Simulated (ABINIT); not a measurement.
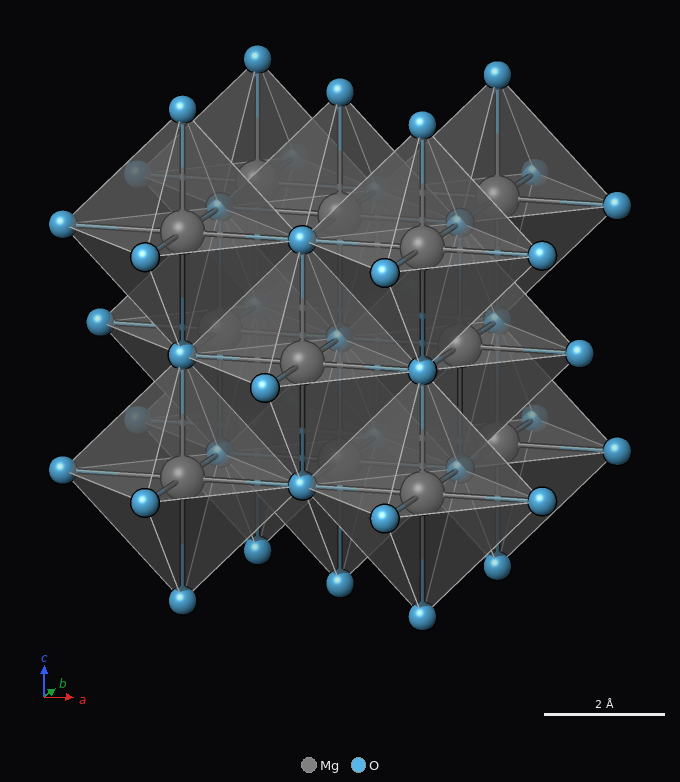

**Figure 1.** The input geometry (polyhedral view of the cell 4 times as large as that of the calculation, set on its symmetry axes, seen slightly off an axis; polyhedra are completed across the faces of the cell). An atom can appear more than once, as a periodic image.

# Dielectric calculation of MgO (part 1 of 2)

- system: MgO (Fm-3m, 2 atoms in the cell)
- method: Kohn-Sham DFT of a periodic cell, PBE, PseudoDojo NC SR PBE v0.4.1 standard, no spin polarisation (ABINIT 10.8.3)

The structure derives from a Materials Project entry.

## The program's output
```
.Version 10.8.3 of ABINIT
 DATASET    1 : space group Fm -3 m (#225); Bravais cF (face-center cubic)
================================================================================
 Values of the parameters that define the memory need for DATASET  1.
     intxc =       0    ionmov =       0      iscf =       7    lmnmax =       5
     lnmax =       5     mgfft =      32  mpssoang =       3    mqgrid =    3001
     natom =       2  nloc_mem =       1    nspden =       1   nspinor =       1
    nsppol =       1      nsym =      48    n1xccc =    2501    ntypat =       2
    occopt =       1   xclevel =       2
       mpw =        1515          nfft =       32768          nkpt =          28
================================================================================
================================================================================

 DATASET    2 : space group Fm -3 m (#225); Bravais cF (face-center cubic)
================================================================================
 Values of the parameters that define the memory need for DATASET  2 (RF).
     intxc =       0      iscf =      -3    lmnmax =       5     lnmax =       5
     mgfft =      32  mpssoang =       3    mqgrid =    3001     natom =       2
  nloc_mem =       1    nspden =       1   nspinor =       1    nsppol =       1
      nsym =      48    n1xccc =    2501    ntypat =       2    occopt =       1
   xclevel =       2
      nfft =       32768          nkpt =         432
================================================================================
================================================================================

 DATASET    3 : space group Fm -3 m (#225); Bravais cF (face-center cubic)
================================================================================
 Values of the parameters that define the memory need for DATASET  3 (RF).
     intxc =       0      iscf =       7    lmnmax =       5     lnmax =       5
     mgfft =      32  mpssoang =       3    mqgrid =    3001     natom =       2
  nloc_mem =       1    nspden =       1   nspinor =       1    nsppol =       1
      nsym =      48    n1xccc =    2501    ntypat =       2    occopt =       1
   xclevel =       2
      nfft =       32768          nkpt =         432
================================================================================
================================================================================

--------------------------------------------------------------------------------
------------- Echo of variables that govern the present computation ------------
--------------------------------------------------------------------------------
 -outvars: echo values of preprocessed input variables --------
            acell      1.0000000000E+00  1.0000000000E+00  1.0000000000E+00 Bohr
              amu      2.43050000E+01  1.59994000E+01
           diemac      6.00000000E+00
             ecut      4.00000000E+01 Hartree
           getddk1          0
           getddk2          0
           getddk3          2
           getwfk1          0
           getwfk2          1
           getwfk3          1
             iscf1          7
             iscf2         -3
             iscf3          7
              ixc          11
           jdtset        1    2    3
                       outvar_i_n : Printing only first  50 k-points.
           kptopt1          1
           kptopt2          2
           kptopt3          2
         kptrlatt        6   -6    6     -6    6    6     -6   -6    6
          kptrlen      4.75530998E+01
            natom           2
            nband1          8
            nband2          8
            nband3          8
           ndtset           3
            ngfft          32      32      32
             nkpt1         28
             nkpt2        432
             nkpt3        432
             nqpt1          0
             nqpt2          1
             nqpt3          1
            nstep          80
             nsym          48
           ntypat           2
        optdriver1          0
        optdriver2          1
        optdriver3          1
           prtden           0
        prtebands           0
           prteig           0
            prtwf1          1
            prtwf2          1
            prtwf3          0
           rfelfd1          0
           rfelfd2          2
           rfelfd3          3
            rprim      0.0000000000E+00  3.9627583152E+00  3.9627583152E+00
                       3.9627583152E+00  0.0000000000E+00  3.9627583152E+00
                       3.9627583152E+00  3.9627583152E+00  0.0000000000E+00
           shiftk      5.00000000E-01  5.00000000E-01  5.00000000E-01
          spgroup         225
           tolvrs1     1.00000000E-15
           tolvrs2     0.00000000E+00
           tolvrs3     1.00000000E-09
           tolwfr1     0.00000000E+00
           tolwfr2     1.00000000E-18
           tolwfr3     0.00000000E+00
            typat      1  2
                       outvars : Printing only first  50 k-points.
           xangst      0.0000000000E+00  0.0000000000E+00  0.0000000000E+00
                       2.0970013913E+00  2.0970013913E+00  2.0970013913E+00
            xcart      0.0000000000E+00  0.0000000000E+00  0.0000000000E+00
                       3.9627583152E+00  3.9627583152E+00  3.9627583152E+00
             xred      0.0000000000E+00  0.0000000000E+00  0.0000000000E+00
                       5.0000000000E-01  5.0000000000E-01  5.0000000000E-01
            znucl       12.00000    8.00000

================================================================================

 chkinp: Checking input parameters for consistency, jdtset=   1.

 chkinp: Checking input parameters for consistency, jdtset=   2.

 chkinp: Checking input parameters for consistency, jdtset=   3.

================================================================================
== DATASET  1 ==================================================================

--- !DatasetInfo
iteration_state: {dtset: 1, }
dimensions: {natom: 2, nkpt: 28, mband: 8, nsppol: 1, nspinor: 1, nspden: 1, mpw: 1515, }
cutoff_energies: {ecut:  40.0, pawecutdg:  -1.0, }
electrons: {nelect:   1.60000000E+01, charge:   0.00000000E+00, occopt:   1.00000000E+00, tsmear:   1.00000000E-02, }
meta: {optdriver: 0, ionmov: 0, optcell: 0, iscf: 7, paral_kgb: 0, }
...

 Exchange-correlation functional for the present dataset will be:
  GGA: Perdew-Burke-Ernzerhof functional - ixc=11
  J.P.Perdew, K.Burke, M.Ernzerhof, PRL 77, 3865 (1996)

 Real(R)+Recip(G) space primitive vectors, cartesian coordinates (Bohr,Bohr^-1):
 R(1)=  0.0000000  3.9627583  3.9627583  G(1)= -0.1261747  0.1261747  0.1261747
 R(2)=  3.9627583  0.0000000  3.9627583  G(2)=  0.1261747 -0.1261747  0.1261747
 R(3)=  3.9627583  3.9627583  0.0000000  G(3)=  0.1261747  0.1261747 -0.1261747
 Unit cell volume ucvol=  1.2445798E+02 bohr^3
 Angles (23,13,12)=  6.00000000E+01  6.00000000E+01  6.00000000E+01 degrees

 getcut: wavevector=  0.0000  0.0000  0.0000  ngfft=  32  32  32
         ecut(hartree)=     40.000   => boxcut(ratio)=   2.00559

--- Pseudopotential description ------------------------------------------------
- pspini: atom type   1  psp file is ./Mg.upf
  12.00000  10.00000  171031                  znucl, zion, pspdat
12 -101130 1 -1 1510                          pspcod,pspxc,lmax,lloc,mmax
     nproj     2     2     0

- pspini: atom type   2  psp file is ./O.upf
   8.00000   6.00000  171031                  znucl, zion, pspdat
12 -101130 2 -1 936                           pspcod,pspxc,lmax,lloc,mmax
     nproj     2     2     1

   2.46790215E+02                                ecore*ucvol(ha*bohr**3)
--------------------------------------------------------------------------------

================================================================================

--- !BeginCycle
iteration_state: {dtset: 1, }
solver: {iscf: 7, nstep: 80, nline: 4, wfoptalg: 0, }
tolerances: {tolvrs: 1.00E-15, }
...

     iter   Etot(hartree)      deltaE(h)  residm     vres2
 ETOT  1  -75.934626646509    -7.593E+01 2.223E-01 3.191E+02
 ETOT  2  -75.957312299006    -2.269E-02 2.366E-04 3.118E+02
 ETOT  3  -76.049447254735    -9.213E-02 1.083E-03 5.150E+00
 ETOT  4  -76.050695728385    -1.248E-03 9.432E-06 2.323E-02
 ETOT  5  -76.050700298038    -4.570E-06 1.220E-07 1.835E-03
 ETOT  6  -76.050700718014    -4.200E-07 8.610E-09 1.438E-05
 ETOT  7  -76.050700722425    -4.411E-09 4.895E-11 3.814E-08
 ETOT  8  -76.050700722428    -2.785E-12 2.157E-13 1.193E-09
 ETOT  9  -76.050700722429    -1.180E-12 1.721E-15 3.839E-11
 ETOT 10  -76.050700722430    -1.052E-12 9.955E-17 1.409E-13
 ETOT 11  -76.050700722431    -1.094E-12 6.670E-19 3.823E-16

 At SCF step   11       vres2   =  3.82E-16 < tolvrs=  1.00E-15 =>converged.

 Cartesian components of stress tensor (hartree/bohr^3)
  sigma(1 1)= -2.19202599E-04  sigma(3 2)=  0.00000000E+00
  sigma(2 2)= -2.19202599E-04  sigma(3 1)=  0.00000000E+00
  sigma(3 3)= -2.19202599E-04  sigma(2 1)=  0.00000000E+00

--- !ResultsGS
iteration_state: {dtset: 1, }
comment   : Summary of ground state results
lattice_vectors:
- [  0.0000000,   3.9627583,   3.9627583, ]
- [  3.9627583,   0.0000000,   3.9627583, ]
- [  3.9627583,   3.9627583,   0.0000000, ]
lattice_lengths: [   5.60419,    5.60419,    5.60419, ]
lattice_angles: [ 60.000,  60.000,  60.000, ] # degrees, (23, 13, 12)
lattice_volume:   1.2445798E+02
convergence: {deltae: -1.094E-12, res2:  3.823E-16, residm:  6.670E-19, diffor: null, }
etotal    :  -7.60507007E+01
entropy   :   0.00000000E+00
fermie    :   1.76162291E-01
cartesian_stress_tensor: # hartree/bohr^3
- [ -2.19202599E-04,   0.00000000E+00,   0.00000000E+00, ]
- [  0.00000000E+00,  -2.19202599E-04,   0.00000000E+00, ]
- [  0.00000000E+00,   0.00000000E+00,  -2.19202599E-04, ]
pressure_GPa:   6.4492E+00
xred      :
- [  0.0000E+00,   0.0000E+00,   0.0000E+00, Mg]
- [  5.0000E-01,   5.0000E-01,   5.0000E-01,  O]
cartesian_forces: # hartree/bohr
- [ -0.00000000E+00,  -0.00000000E+00,  -0.00000000E+00, ]
- [ -0.00000000E+00,  -0.00000000E+00,  -0.00000000E+00, ]
force_length_stats: {min:   0.00000000E+00, max:   0.00000000E+00, mean:   0.00000000E+00, }
...

 Integrated electronic density in atomic spheres:
 ------------------------------------------------
 Atom  Sphere_radius  Integrated_density
    1        2.00000          8.40532644
    2        2.00000          6.31977196
================================================================================

 ----iterations are completed or convergence reached----

 Mean square residual over all n,k,spin=   12.941E-20; max=  66.699E-20
 reduced coordinates (array xred) for    2 atoms
       0.000000000000      0.000000000000      0.000000000000
       0.500000000000      0.500000000000      0.500000000000
 rms dE/dt=  0.0000E+00; max dE/dt=  0.0000E+00; dE/dt below (all hartree)
    1       0.000000000000      0.000000000000      0.000000000000
    2       0.000000000000      0.000000000000      0.000000000000

 cartesian coordinates (angstrom) at end:
    1      0.00000000000000     0.00000000000000     0.00000000000000
    2      2.09700139129758     2.09700139129758     2.09700139129758

 cartesian forces (hartree/bohr) at end:
    1     -0.00000000000000    -0.00000000000000    -0.00000000000000
    2     -0.00000000000000    -0.00000000000000    -0.00000000000000
 frms,max,avg= 0.0000000E+00 0.0000000E+00   0.000E+00  0.000E+00  0.000E+00 h/b

 cartesian forces (eV/Angstrom) at end:
    1     -0.00000000000000    -0.00000000000000    -0.00000000000000
    2     -0.00000000000000    -0.00000000000000    -0.00000000000000
 frms,max,avg= 0.0000000E+00 0.0000000E+00   0.000E+00  0.000E+00  0.000E+00 e/A
 length scales=  1.000000000000  1.000000000000  1.000000000000 bohr
              =  0.529177210544  0.529177210544  0.529177210544 angstroms
 Fermi (or HOMO) energy (hartree) =   0.17616   Average Vxc (hartree)=  -0.42143
 Eigenvalues (hartree) for nkpt=  28  k points:
 kpt#   1, nband=  8, wtk=  0.02778, kpt= -0.0833 -0.1667  0.0000 (reduced coord)
  -2.47944   -1.25839   -1.25789   -1.25784   -0.44606    0.13048    0.16893    0.17000
 prteigrs : prtvol=0 or 1, do not print more k-points.

--- !EnergyTerms
iteration_state     : {dtset: 1, }
comment             : Components of total free energy in Hartree
kinetic             :  4.53493394218379E+01
hartree             :  2.06552198157899E+01
xc                  : -1.22548016627762E+01
Ewald energy        : -4.75873828444101E+01
psp_core            :  1.98291995135227E+00
local_psp           : -6.34792435375701E+01
non_local_psp       : -2.07167518666548E+01
total_energy        : -7.60507007224311E+01
total_energy_eV     : -2.06944499163558E+03
band_energy         : -1.27004323692042E+01
...

 Cartesian components of stress tensor (hartree/bohr^3)
  sigma(1 1)= -2.19202599E-04  sigma(3 2)=  0.00000000E+00
  sigma(2 2)= -2.19202599E-04  sigma(3 1)=  0.00000000E+00
  sigma(3 3)= -2.19202599E-04  sigma(2 1)=  0.00000000E+00

-Cartesian components of stress tensor (GPa)         [Pressure=  6.4492E+00 GPa]
- sigma(1 1)= -6.44916313E+00  sigma(3 2)=  0.00000000E+00
- sigma(2 2)= -6.44916313E+00  sigma(3 1)=  0.00000000E+00
- sigma(3 3)= -6.44916313E+00  sigma(2 1)=  0.00000000E+00

================================================================================
== DATASET  2 ==================================================================

--- !DatasetInfo
iteration_state: {dtset: 2, }
dimensions: {natom: 2, nkpt: 432, mband: 8, nsppol: 1, nspinor: 1, nspden: 1, mpw: 1515, }
cutoff_energies: {ecut:  40.0, pawecutdg:  -1.0, }
electrons: {nelect:   1.60000000E+01, charge:   0.00000000E+00, occopt:   1.00000000E+00, tsmear:   1.00000000E-02, }
meta: {optdriver: 1, rfelfd: 2, }
...

 mkfilename : getwfk/=0, take file _WFK from output of DATASET   1.

 Exchange-correlation functional for the present dataset will be:
  GGA: Perdew-Burke-Ernzerhof functional - ixc=11
  J.P.Perdew, K.Burke, M.Ernzerhof, PRL 77, 3865 (1996)

 Real(R)+Recip(G) space primitive vectors, cartesian coordinates (Bohr,Bohr^-1):
 R(1)=  0.0000000  3.9627583  3.9627583  G(1)= -0.1261747  0.1261747  0.1261747
 R(2)=  3.9627583  0.0000000  3.9627583  G(2)=  0.1261747 -0.1261747  0.1261747
 R(3)=  3.9627583  3.9627583  0.0000000  G(3)=  0.1261747  0.1261747 -0.1261747
 Unit cell volume ucvol=  1.2445798E+02 bohr^3
 Angles (23,13,12)=  6.00000000E+01  6.00000000E+01  6.00000000E+01 degrees
 setup1 : take into account q-point for computing boxcut.

 getcut: wavevector=  0.0000  0.0000  0.0000  ngfft=  32  32  32
         ecut(hartree)=     40.000   => boxcut(ratio)=   2.00559
```
